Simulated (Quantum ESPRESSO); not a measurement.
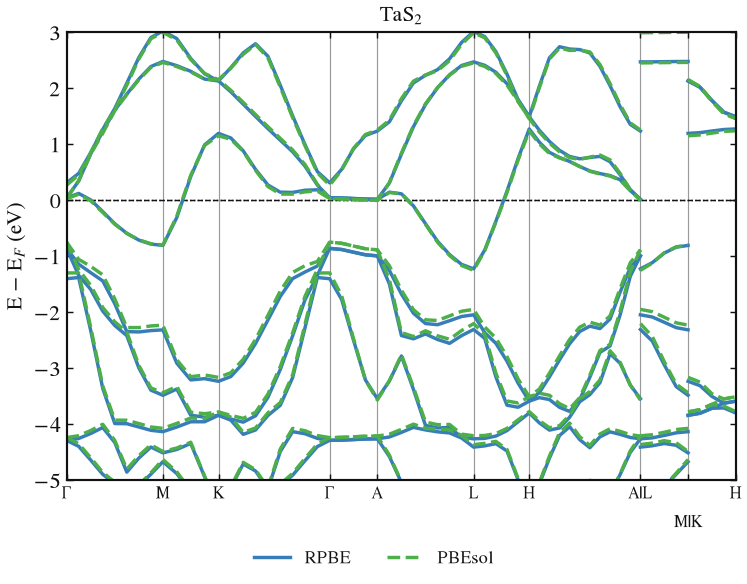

Band structures of CdI2-type TaS₂, space group P-3m1, 3 atoms in the cell (a = 3.350 Å, c = 5.860 Å (hexagonal axes)), by two methods on the same cell. Each is counted from its own Fermi level.

Q: What changes from one method to the other?

A: Both give a metal. Levels within 1 eV of the Fermi level in either run differ by 0.03 eV on average and by 0.11 eV at most (at Γ).

Settings. RPBE: PseudoDojo 0.4.1 SR PBE standard, no spin polarisation, no spin-orbit coupling, 9×9×5 k mesh, 789 eV cutoff, Fermi-Dirac smearing of 0.05 eV (Quantum ESPRESSO). PBEsol: GBRV 1.5 PBEsol, no spin polarisation, no spin-orbit coupling, 9×9×5 k mesh, 762 eV cutoff, Fermi-Dirac smearing of 0.05 eV (Quantum ESPRESSO).

The cell is at 4 GPa in PBEsol and 11 GPa in RPBE. An odd number of electrons without spin polarisation forces a metal. Spin-orbit coupling is left out, which matters for Ta. RPBE: the potentials were made for another functional.
